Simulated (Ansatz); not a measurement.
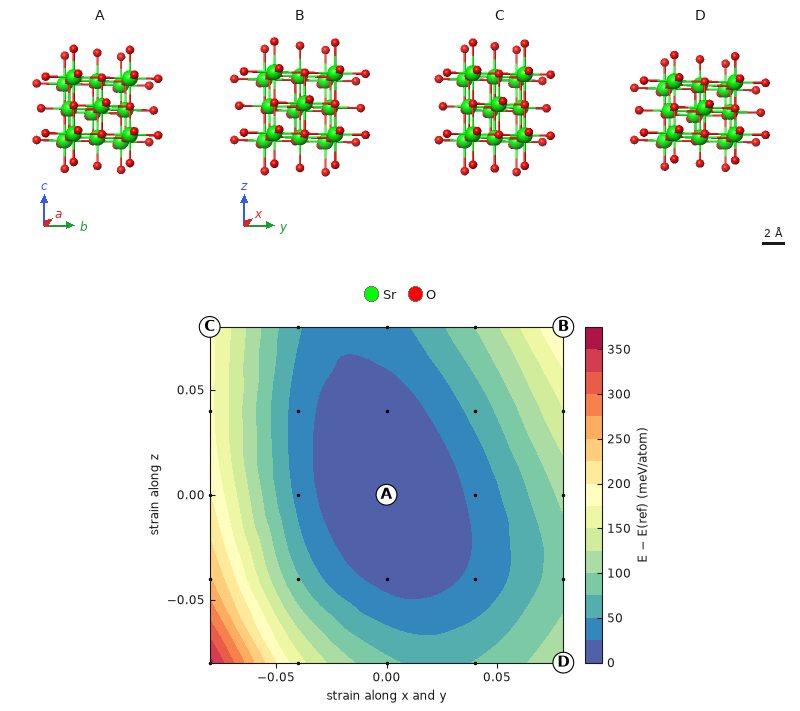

Energy scan for a crystal of SrO (Fm-3m), in which the cell is strained equally along x and y and separately along z, with the atoms kept at their fractional coordinates. x, y and z are the Cartesian axes of the input. The map is interpolated between the computed points (dots). The lettered frames are marked on it. The picture is a ball-and-stick view of the conventional cell (4 times the calculation's cell), seen along the a axis, with a slight tilt. Lengths and directions refer to the drawn axes.

These are results of DFT PBE, scalar-relativistic, plane waves, PAW in Ansatz, not measurements. Settings: plane-wave cutoff 420 eV; k-point mesh 8 × 8 × 8; occupations gaussian; smearing width 0.05 eV; no spin polarisation. Energies (free energies at the smearing named) are counted from the relaxed crystal.

Where is the lowest point of the map, and what else does it tell?

Answer. In pairs of (strain along x and y; strain along z): the lowest computed point lies at (0.000, 0.000) (0 meV/atom), the highest at (−0.080, −0.080) (358 meV/atom). The valley is tilted: raising the in-plane strain is made harder by raising the strain along z (cross term 0.33 of the geometric mean of the two curvatures). Over the ranges scanned the energy rises more along the first axis, the in-plane strain. The pressure runs from −11.7 GPa at (0.080, 0.080) to 37.1 GPa at (−0.080, −0.080). The frames lie at A (0.000, 0.000): 0 meV/atom, B (0.080, 0.080): 204 meV/atom, C (−0.080, 0.080): 183 meV/atom, D (0.080, −0.080): 118 meV/atom.

The computed points:

Rows: strain along x and y; columns: strain along z; values in meV/atom.

|  | −0.080 | −0.040 | 0.000 | 0.040 | 0.080 |
| --- | --- | --- | --- | --- | --- |
| −0.080 | 358 | 254 | 202 | 182 | 183 |
| −0.040 | 160 | 77 | 43 | 39 | 53 |
| 0.000 | 81 | 17 | 0 | 12 | 40 |
| 0.040 | 76 | 31 | 31 | 58 | 100 |
| 0.080 | 118 | 90 | 107 | 149 | 204 |
